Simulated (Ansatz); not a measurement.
**Si3C: density, localisation and related maps**

```
Si C
1.0
     2.90401    0.00000    0.00000
    -1.45200    2.51494    0.00000
     0.00000    0.00000    6.54892
Si C
3 1
Direct
  0.33333 0.66667 0.68640
  0.33333 0.66667 0.31360
  0.66667 0.33333 0.00000
  0.66667 0.33333 0.50000
```

Space group P-6m2; a structure generated by program, which may or may not match a known phase.

All numbers below come from Ansatz 0.2.0, DFT PBE, scalar-relativistic, plane waves, PAW.

In a PAW calculation such maps are meaningful between the atoms, not at the nuclei.

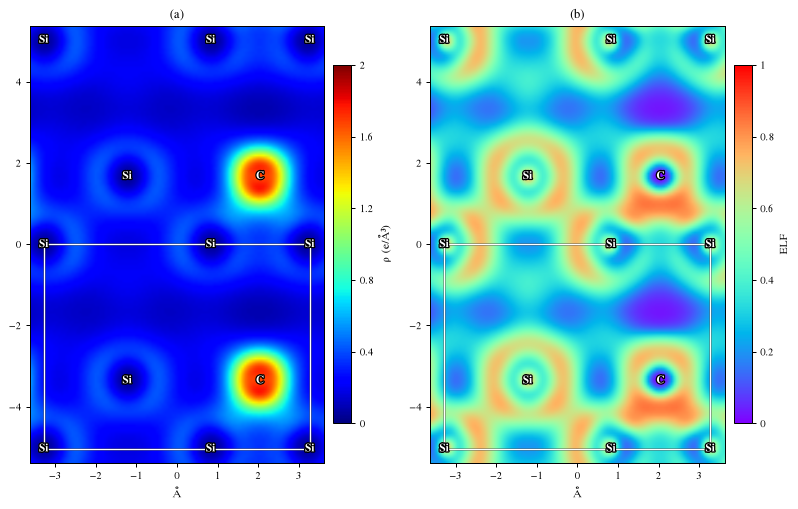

Figure 1. (a) valence electron density; (b) electron localisation function on the (110) plane of the conventional cell.

What does the map show?

Atoms in the plane: Si and C.
Si–C (2.07 Å): ρ is about 0.62 e/Å³ halfway; the ELF peaks at about 0.85 between the atoms.
Si–Si (2.44 Å): ρ is about 0.35 e/Å³ halfway; the ELF is about 0.35 at the midpoint.
Between the atoms the lowest density in this plane is 0.09 e/Å³.

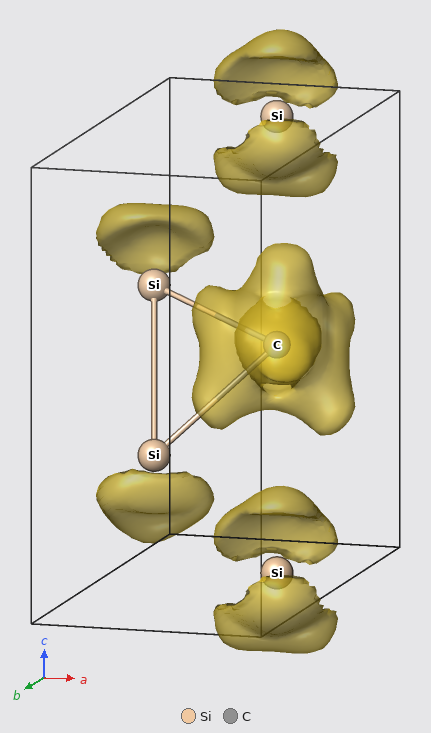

Figure 2. Isosurface of the ELF at 0.7 (yellow), seen at an oblique angle. Only the valence region is drawn (cores and ρ < 0.01 e/Å³ removed). Sticks mark near contacts.

Identify the bonds, lone pairs and shells in this picture.

The surface consists of four regions between bonded Si–Si atoms and one region on C in which the atom's valence shell and bonds are merged, counted in one cell of 4 atoms. Regions shared between cells count once.

Does the calculation give a band gap?

It is gapless in this calculation (a metal or semimetal).
